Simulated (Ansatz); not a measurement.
Run report: Zr, geometry relaxation

Zr (Fd-3m, 2 atoms in the cell), computed with DFT, PBEsol, all-electron LAPW, scalar-relativistic, no spin polarisation (Ansatz 0.2.0).

It belongs to a series of runs on one base structure; here: diamond relaxed under pressure, LAPW.

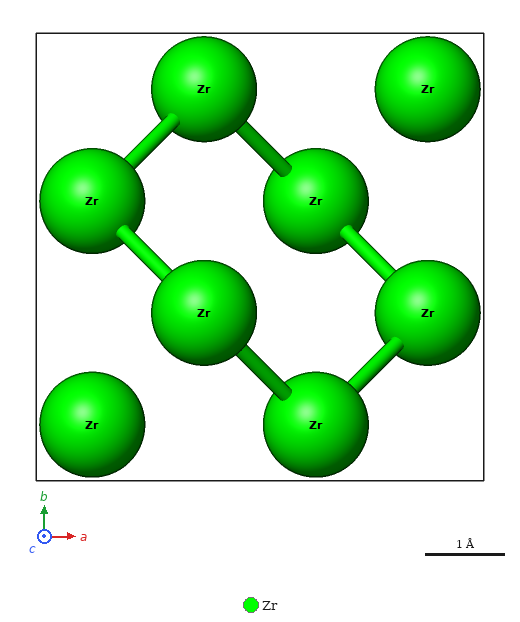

The input geometry (ball-and-stick view of the cell 4 times as large as that of the calculation, set on its symmetry axes, along the c axis). An atom can appear more than once, as a periodic image.

## Key numbers

- outcome: converged
- space group (tolerance 0.01 Å): Fd-3m (227)
- electrons in bands (core shells apart): 60
- free energy: −195738.5999 eV
- Fermi energy: 15.333 eV
- pressure: 13.00 GPa
- final volume: 46.04 Å³
- largest force (length of the vector) at the end: under 0.001 eV/Å
- final cell: a = 4.023 Å, b = 4.023 Å, c = 4.023 Å, α = 60.00°, β = 60.00°, γ = 60.00°
- hardware: 1 thread of Arm Neoverse V2, 112 GiB of memory available, shared host
- wall time: 43 s
- peak memory: 0.4 GiB

## Remarks

The cell was relaxed to the target pressure of the input; what is minimised is then the enthalpy E + pV.

## The input
```yaml
crystal:
  lattice:
    - [0.0, 2.8442656427, 2.8442656427]
    - [2.8442656427, 0.0, 2.8442656427]
    - [2.8442656427, 2.8442656427, 0.0]
  atoms:
    - { symbol: Zr, position: [-0.125, -0.125, -0.125] }
    - { symbol: Zr, position: [0.125, 0.125, 0.125] }
kpoints:
  mp_grid: { grid: [11, 11, 11] }
scf:
  occupations: { method: fermi_dirac, width: 0.05 }
hamiltonian:
  xc: pbesol
  pseudopotentials: { kind: all_electron, lapw: { basis_error: 0.0005 } }
output:
  forces: true
  stress: true
  eigenvalues: true
relax:
  f_tol: 0.005
  max_steps: 12
  cell: { p_target: 13.0, stress_tol: 0.03 }
```

Launch command:
```bash
ansatz run input.yaml --threads 1 --pin off --max-ram 3584MiB --backend cpu --events-out ev --progress --plain --runs-dir out
```

## Log
```
The last accepted step is kept in [file] (removed where the run ends without a failure and the disk answers)
LAPW: plane waves up to 9.185 Å⁻¹, error target 5.0e-4 eV per atom; small_component_spin mean_spin; Zr in spheres of 1.195 Å, 30 of its electrons in bands, Dirac shells [] (how accurate: hamiltonian.pseudopotentials.lapw.basis_error, Limitations)
Engine: ansatz 0.2.0, aarch64-unknown-linux-gnu
Pseudopotentials: kind: all_electron
Pseudopotential: Zr, LAPW, valence charge 30, lapw/all_electron/scalar/gaussian/Zr, Koelling and Harmon's equation, gaussian nucleus
Functional definition: PBEsol
  exchange = pbesol_x
  correlation = pbesol_c
Crystal: 2 atoms, lattice volume = 46.019 Å³
Basis set: ecut = 321.40828770566907 eV, 609 PW (Γ), exchange–correlation at level 2
Bands: 36, of which v1, the nominal top of the filled ones, is band 30 counted from 1 (29 counted from 0)
Symmetry: 48 space group operations
Space group: Fd-3m (ITA 227), of the structure as read, at distance tolerance 3.6e-5 Å
k-points: 56 of 1331
Non-local potential: Zr, projectors of the file, none
Initial density: superposition of atomic densities (chi_scale 0.1, normalization cell)
Initial wavefunctions: plane waves of lowest kinetic energy (no species holds an atomic orbital)
Functional: x = pbesol(κ = 0.804, μ = 0.12345679012345678), c = pbesol(β = 0.046)
iter 1 solved again at ethr=1.12e-3 eV; its pass at ethr=1.00e-1 eV (dr2=6.72e-1 eV) is discarded
SCF iter   1: F=—  HF=-195738.861571 eV  |F-HF|=—  |Δ(HF+E_count)|=         —  Δρ=2.80e-2  dr2=6.73e-1  ethr=1.12e-3  ⟨swp⟩=2.0  Hψ=12756  notcnv=0
preconditioner: auto → Kerker (q_TF=auto, 2.852 Å⁻¹)  [metal: Δε(μ)=0.013 eV  Ē_g=4.160 eV  σ=0.050 eV  W_gap=0.07  n_scr=14 (ndim 8)  ℏωp=15.5 eV  f_vac=0.000  D(μ)=4.26/eV (n_scr^D=58)]
SCF iter   2: F=—  HF=-195738.728003 eV  |F-HF|=—  |Δ(HF+E_count)|=   1.34e-1  Δρ=1.99e-2  dr2=3.75e-1  ethr=1.12e-3  ⟨swp⟩=2.0  Hψ=5996  notcnv=0
iter 3 solved again at ethr=2.43e-5 eV; its pass at ethr=6.25e-4 eV (dr2=1.46e-2 eV) is discarded
SCF iter   3: F=—  HF=-195738.601713 eV  |F-HF|=—  |Δ(HF+E_count)|=   1.26e-1  Δρ=4.25e-3  dr2=1.46e-2  ethr=2.43e-5  ⟨swp⟩=2.0  Hψ=10379  notcnv=0
SCF iter   4: F=—  HF=-195738.601332 eV  |F-HF|=—  |Δ(HF+E_count)|=         —  Δρ=2.85e-3  dr2=8.82e-3  ethr=2.43e-5  ⟨swp⟩=2.0  Hψ=5785  notcnv=0
the basis was enlarged: its passes take 180.4 KiB over the memory plan, 1 of 1 planned eigensolver slots
SCF iter   5: F=—  HF=-195738.597799 eV  |F-HF|=—  |Δ(HF+E_count)|=   3.53e-3  Δρ=7.91e-4  dr2=2.82e-4  ethr=1.47e-5  ⟨swp⟩=2.9  Hψ=6167  notcnv=0
SCF iter   6: F=—  HF=-195738.597857 eV  |F-HF|=—  |Δ(HF+E_count)|=   5.76e-5  Δρ=2.66e-4  dr2=2.49e-5  ethr=4.70e-7  ⟨swp⟩=2.0  Hψ=5723  notcnv=0
SCF iter   7: F=—  HF=-195738.597858 eV  |F-HF|=—  |Δ(HF+E_count)|=   7.63e-7  Δρ=4.60e-5  dr2=8.08e-7  ethr=4.14e-8  ⟨swp⟩=2.4  Hψ=5748  notcnv=0
SCF iter   8: F=—  HF=-195738.597858 eV  |F-HF|=—  |Δ(HF+E_count)|=   3.20e-7  Δρ=1.74e-5  dr2=1.26e-7  ethr=1.35e-9  ⟨swp⟩=2.6  Hψ=5759  notcnv=0
SCF iter   9: F=-195738.597858 eV  HF=-195738.597858 eV  |F-HF|=4.95e-10  |Δ(HF+E_count)|=   1.78e-8  Δρ=1.75e-6  dr2=8.59e-10  ethr=2.10e-10  ⟨swp⟩=3.0  Hψ=5783  notcnv=0
SCF 1 converged in 9 iterations: F = -195738.597858 eV  dr2 = 8.59e-10
relax step   1: F+E_penalty+E_count = -195738.59785799 eV  Δ(F+E_penalty+E_count) = +0.000e0 eV  max|allowed force component| = 1.665e-16 eV/Å  Δτ_max = 0.0000 Å  P = +13.044 GPa  Ω = 46.019 Å³  (9 SCF iters, accepted)
Crystal: 2 atoms, lattice volume = 46.045 Å³
Basis set: ecut = 321.2896224057844 eV, 609 PW (Γ), exchange–correlation at level 2
Initial density: handed on by an earlier stage of this run
Initial wavefunctions: those handed on with the density
iter 1 solved again at ethr=2.49e-10 eV; its pass at ethr=1.00e-1 eV (dr2=1.49e-7 eV) is discarded
SCF iter   1: F=—  HF=-195738.599930 eV  |F-HF|=—  |Δ(HF+E_count)|=         —  Δρ=1.86e-5  dr2=3.25e-7  ethr=2.49e-10  ⟨swp⟩=4.9  Hψ=10333  notcnv=0
preconditioner: auto → LDOS  [metal: Δε(μ)=0.008 eV  Ē_g=4.206 eV  σ=0.050 eV  W_gap=0.04  n_scr=14 (ndim 8)  ℏωp=15.5 eV  f_vac=0.016  D(μ)=4.12/eV (n_scr^D=58)  β→1.0]
SCF iter   2: F=-195738.599930 eV  HF=-195738.599930 eV  |F-HF|=1.65e-8  |Δ(HF+E_count)|=   3.64e-7  Δρ=8.41e-6  dr2=2.75e-8  ethr=2.49e-10  ⟨swp⟩=3.0  Hψ=5970  notcnv=0
SCF 2 converged in 2 iterations: F = -195738.599930 eV  dr2 = 2.75e-8
relax step   2: F+E_penalty+E_count = -195738.59993003 eV  Δ(F+E_penalty+E_count) = -2.072e-3 eV  max|allowed force component| = 5.736e-16 eV/Å  Δτ_max = 0.0000 Å  P = +12.996 GPa  Ω = 46.045 Å³  (2 SCF iters, accepted)
iter 1 solved again at ethr=4.70e-11 eV; its pass at ethr=1.00e-1 eV (dr2=2.82e-8 eV) is discarded
SCF iter   1: F=—  HF=-195738.599930 eV  |F-HF|=—  |Δ(HF+E_count)|=         —  Δρ=7.22e-6  dr2=2.82e-8  ethr=4.70e-11  ⟨swp⟩=3.0  Hψ=9468  notcnv=0
iter 2 solved again at ethr=3.93e-12 eV; its pass at ethr=4.69e-11 eV (dr2=2.36e-9 eV) is discarded
SCF iter   2: F=-195738.599930 eV  HF=-195738.599930 eV  |F-HF|=6.11e-10  |Δ(HF+E_count)|=   4.55e-7  Δρ=2.65e-6  dr2=2.36e-9  ethr=6.45e-12 (applied; sched 3.93e-12)  ⟨swp⟩=2.0  Hψ=10169  notcnv=0
SCF 3 converged in 2 iterations: F = -195738.599930 eV  dr2 = 2.36e-9
relax step   3: F+E_penalty+E_count = -195738.59993005 eV  Δ(F+E_penalty+E_count) = -1.490e-8 eV  max|allowed force component| = 5.366e-16 eV/Å  Δτ_max = 0.0000 Å  P = +12.996 GPa  Ω = 46.045 Å³  stress off target by 4.38e-3 GPa  SCF on the basis re-selected at this cell (its energy is not comparable with the rows above)  (2 SCF iters)
```

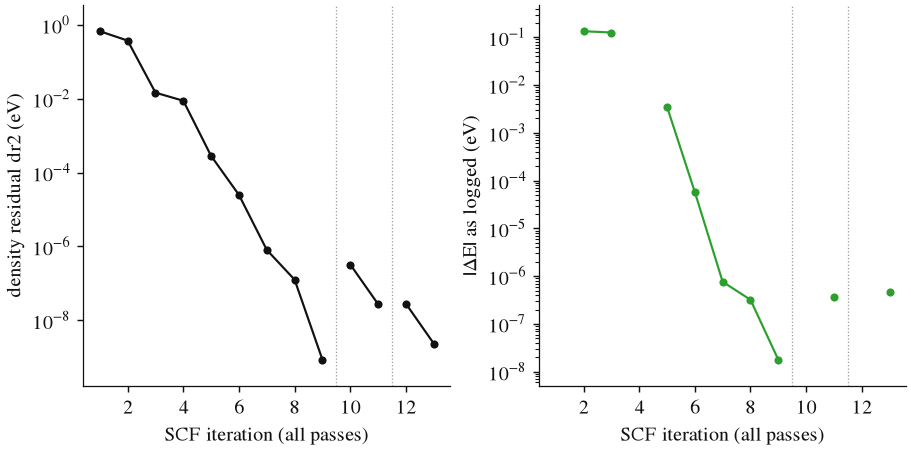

Convergence of the self-consistent field: density residual dr2 and size of the energy change against the SCF iteration. The dotted lines part the SCF passes of the relaxation: geometry steps, rejected trials and re-solves on a re-selected basis. The passes take 9, 2 and 2 iterations.

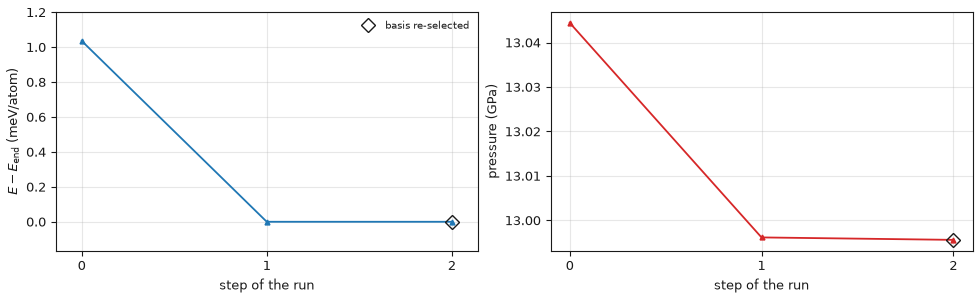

Progress of the relaxation, step by step (the first geometry is step 0 here and step 1 in the log). Over 1 geometry step the energy falls by 1.0 meV per atom. All forces vanish by symmetry, so only the cell relaxes. The pressure goes from 13.04 to 13.00 GPa. The atoms keep their places (all moves are under 0.005 Å). The lattice vectors keep their values. The space group stays Fd-3m (No. 227). A last SCF at the same geometry on a re-selected plane-wave basis shifts the energy by next to nothing (0.0 meV per atom).

```
basis re-selected at this cell: Δ(F+E_penalty+E_count) = -1.490e-8 eV, ΔP = -0.001 GPa vs the last step (what re-selecting the basis moved, after the strain that the cell walked since its last selection, with what the two solves' SCF thresholds leave and, on support functions, any second-order correction that the steps lacked; it is no measure of the basis error at this ecutwfc). This SCF's stress stands 4.38e-3 GPa from its target on what of the cell is left free (relax.cell.stress_tol is 3.00e-2 GPa) and its largest allowed force component is 5.37e-16 eV/Å (relax.f_tol is 5.00e-3 eV/Å): within both
SCF converged after 2 iterations
Free energy (F): -195738.599930 eV
Harris-Foulkes:  -195738.599930 eV  (|F-HF|=6.11e-10)
Internal energy: -195738.566409 eV  (E = F + TS)
E sigma→0 (E₀):  -195738.583170 eV
Entropy (-TS):   -0.033521 eV (-16.760 meV/atom)
Fermi energy:    15.332551 eV
--- Per-component energies (eV) ---
  E_band       = -8288.562009
  E_kinetic    = 202172.281052
  E_xc         = -6116.013737
  E_electrostatic = -391794.833725  (all electrons and nuclei)
  E_smearing   = -0.033521  (= −TS)
  E_closure    = 0.000000  (closes the sum)
  E_atoms      = -195728.168184  (free atoms, spherical and without spin; not in F)
  Σ components = -195738.599930   (vs F -195738.599930, Δ=0.00e0)
  Basis errors (estimates in eV, not in F): energy 2.5e-4 per atom: plane waves 2.3e-4 (1.4e-4 summed), levels above the bands 3.4e-54, relativity 1.4e-8, radial functions 2.3e-5, core shells 3.1e-12; eigenvalues (radial functions only) 2.1e-7; not estimated: angular momenta, meshes, grids; target (lapw.basis_error) 5.0e-4; muffin-tin radii Zr 1.195 Å
--- Forces (eV/Å), atoms counted from 1 ---
  atom   1  Zr     0.00000000     0.00000000     0.00000000
  atom   2  Zr    -0.00000000    -0.00000000    -0.00000000
  max |Σ_I F_I| component: 1.85e-16 eV/Å
--- Stress (GPa, compression-positive) ---
       12.995618       0.000000       0.000000
        0.000000      12.995618       0.000000
        0.000000       0.000000      12.995618
  P = ⅓ Tr σ = 12.9956 GPa (129.956 kbar)
--- Band table (eV; the first three rows and the last of 56) ---
  k-point 0: bands = ["-382.2682", "-382.2682", "-295.3968", "-295.3968", "-295.3968", "-295.3968", "-295.3968", "-295.3968", "-152.8066", "-152.8066", "-152.8066", "-152.8063", "-152.8063", "-152.8063", "-152.8021", "-152.8021", "-152.8019", "-152.8019", "-33.7407", "-32.2789", "-12.2748", "-12.2748", "-12.2748", "-10.3607", "-10.3607", "-10.3607", "10.7349", "13.6637", "13.6637", "15.3279", "15.3279", "15.3279", "18.1578", "18.1578", "18.1578", "22.6449"]
  k-point 1: bands = ["-382.2682", "-382.2682", "-295.3968", "-295.3968", "-295.3968", "-295.3968", "-295.3968", "-295.3968", "-152.8066", "-152.8066", "-152.8066", "-152.8063", "-152.8062", "-152.8062", "-152.8021", "-152.8021", "-152.8019", "-152.8019", "-33.7203", "-32.3031", "-12.2973", "-12.2973", "-12.2766", "-10.3534", "-10.3336", "-10.3336", "10.9013", "13.5789", "13.5789", "15.2995", "15.5054", "15.5054", "17.8050", "18.0990", "18.0990", "22.5945"]
  k-point 2: bands = ["-382.2682", "-382.2682", "-295.3968", "-295.3968", "-295.3968", "-295.3968", "-295.3968", "-295.3968", "-152.8066", "-152.8066", "-152.8066", "-152.8063", "-152.8062", "-152.8062", "-152.8021", "-152.8021", "-152.8019", "-152.8019", "-33.6619", "-32.3716", "-12.3549", "-12.3549", "-12.2834", "-10.3310", "-10.2638", "-10.2638", "11.3640", "13.4570", "13.4570", "15.2599", "15.7882", "15.7882", "16.9652", "18.0543", "18.0543", "22.4429"]
  k-point 55: bands = ["-382.2682", "-382.2682", "-295.3968", "-295.3968", "-295.3968", "-295.3968", "-295.3968", "-295.3968", "-152.8067", "-152.8067", "-152.8065", "-152.8064", "-152.8062", "-152.8062", "-152.8020", "-152.8020", "-152.8020", "-152.8020", "-33.1085", "-32.9730", "-12.8196", "-12.7554", "-11.4212", "-11.1251", "-9.7898", "-9.7331", "12.2333", "12.4314", "14.8733", "15.5959", "16.5328", "16.6380", "17.0333", "17.1799", "20.3800", "20.8704"]
--- Relaxed structure (2 steps of the walk, 2 accepted, 1 SCFs on fresh bases) ---
  F+E_penalty+E_count = -195738.59993005 eV   max|allowed force component| = 5.366e-16 eV/Å   (the final SCF, on the basis selected at the relaxed cell)
  cell:  # Å, volume = 46.0448 Å³
    - [4.840603431250811e-34, 2.8447908455903286, 2.8447908455903286]
    - [2.8447908455903286, 5.859677837829929e-34, 2.8447908455903286]
    - [2.8447908455903286, 2.8447908455903286, 2.5476860164477946e-34]
  atoms:
    - { symbol: Zr, position: [-0.125, -0.125, -0.125] }
    - { symbol: Zr, position: [0.125, 0.125, 0.125] }
```

## Trajectory as extended XYZ (Å, eV, eV/Å), 3 frames, from step=1 to step=3
```
2
Lattice="0.0000 2.8443 2.8443 2.8443 0.0000 2.8443 2.8443 2.8443 0.0000" Properties=species:S:1:pos:R:3:forces:R:3 step=1 energy=-195738.59786 pressure_GPa=13.04
Zr   -0.7111   -0.7111   -0.7111    0.0000   0.0000   0.0000
Zr    0.7111    0.7111    0.7111    0.0000   0.0000   0.0000
2
Lattice="0.0000 2.8448 2.8448 2.8448 0.0000 2.8448 2.8448 2.8448 0.0000" Properties=species:S:1:pos:R:3:forces:R:3 step=2 energy=-195738.59993 pressure_GPa=13.00
Zr   -0.7112   -0.7112   -0.7112    0.0000   0.0000   0.0000
Zr    0.7112    0.7112    0.7112    0.0000   0.0000   0.0000
2
Lattice="0.0000 2.8448 2.8448 2.8448 0.0000 2.8448 2.8448 2.8448 0.0000" Properties=species:S:1:pos:R:3:forces:R:3 step=3 energy=-195738.59993 pressure_GPa=13.00
Zr   -0.7112   -0.7112   -0.7112    0.0000   0.0000   0.0000
Zr    0.7112    0.7112    0.7112    0.0000   0.0000   0.0000
```
